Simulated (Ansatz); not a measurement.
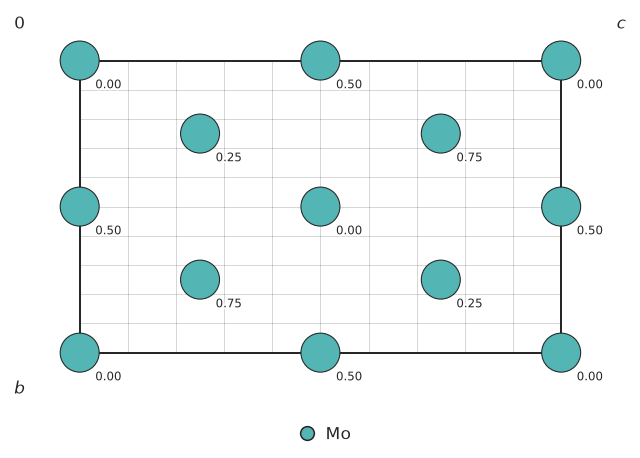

Plan of a unit cell projected along a (b down the page, c across); the numbers are heights as fractions of a, and atoms on the cell's edges are repeated. The grid marks tenths of b and c. Source: the geometry relaxed with Ansatz, DFT PBE, scalar-relativistic, plane waves, PAW; the starting structure was generated, so it need not be a known form of this composition. All values are computed from the atomic coordinates in the standard setting (tolerance 0.002 Å).

a = 2.652 Å, b = 5.423 Å, c = 8.939 Å, α = 90.00°, β = 90.00°, γ = 90.00°.

What does the cell contain?

Answer. 8 Mo: Mo, Z = 8.

Which space group?

Answer. No. 70, Fddd, origin choice 1, face-centred orthorhombic.

Give the fractional coordinates of all atoms, to two places.

Answer.
```tsv
atom	x	y	z
Mo	0.00	0.50	0.50
Mo	0.25	0.25	0.25
Mo	0.00	0.00	0.00
Mo	0.25	0.75	0.75
Mo	0.50	0.50	0.00
Mo	0.75	0.25	0.75
Mo	0.50	0.00	0.50
Mo	0.75	0.75	0.25
```
